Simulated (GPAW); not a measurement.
## GaP (F-43m): refractive index against wavelength

The refractive index of GaP (F-43m) below the direct gap (2.02 eV on the mesh) is read from one computed spectrum, n = √(Re ε).

Cell: a, b, c = 3.854, 3.854, 3.854 Å (primitive vectors), 2 atoms.

Method: GPAW 26.7.0, RPBE, RPA, k-mesh 16×16×16, local fields up to 50 eV, Lorentzian half width 0.1 eV.

Launch of the response step: `OMP_NUM_THREADS=1 python df.py`. The run took 35 s, its band step included, on 1 thread of Arm Neoverse V2, on a shared host.

| wavelength (nm) | photon energy E (eV) | n |
| --- | --- | --- |
| 3000 | 0.413 | 3.0506 |
| 2000 | 0.620 | 3.0673 |
| 1550 | 0.800 | 3.0880 |
| 1310 | 0.946 | 3.1094 |
| 1064 | 1.165 | ? |

In the single-oscillator model n² − 1 = E₀E_d/(E₀² − E²), so 1/(n² − 1) = E₀/E_d − E²/(E₀E_d) is linear in E².

Working, on the rows shown:

| x = E² (eV²) | y = 1/(n² − 1) |
| --- | --- |
| 0.170801 | 0.120393 |
| 0.384302 | 0.11893 |
| 0.639837 | 0.117154 |
| 0.895757 | 0.115362 |

Means: x̄ = 0.52267, ȳ = 0.11796. Σ(x − x̄)(y − ȳ) = -0.002054, Σ(x − x̄)² = 0.2959. Slope = -0.002054 / 0.2959 = -0.006941; intercept = ȳ − slope · x̄ = 0.12159. Turned back into n, the line misses the rows shown by at most 0.00011.

**Question.** Predict the last column of the withheld row from the fit.

**Answer.** At x = 1.3578 the line gives y = 0.11216, that is 3.1489. The run gave 3.1503, so the extrapolation is off by 0.0014, 1.4 % of the range in the table.

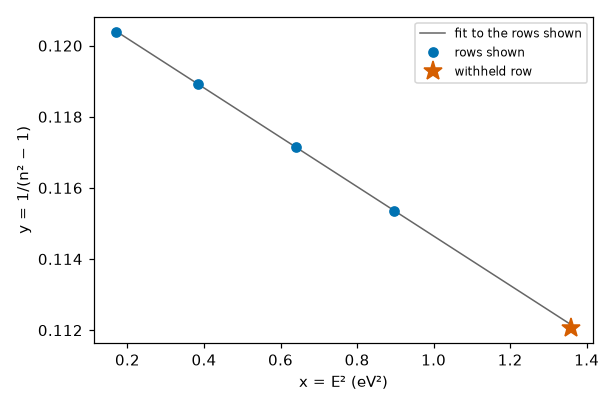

Refitted with all rows, the slope is -0.007027 and the intercept 0.12163. These give E₀ = √(intercept/−slope) = 4.16 eV and E_d = E₀/intercept = 34.2 eV; E₀ is 2.1 times the direct gap. The electronic limit at long wavelengths, without lattice vibrations, is n = √(1 + 1/intercept) = 3.037. Excitons are left out; RPBE gaps are as a rule too small. The values come from a sum over the points of one k-mesh and carry its error, which grows as the direct gap shrinks. Spin-orbit coupling is left out.
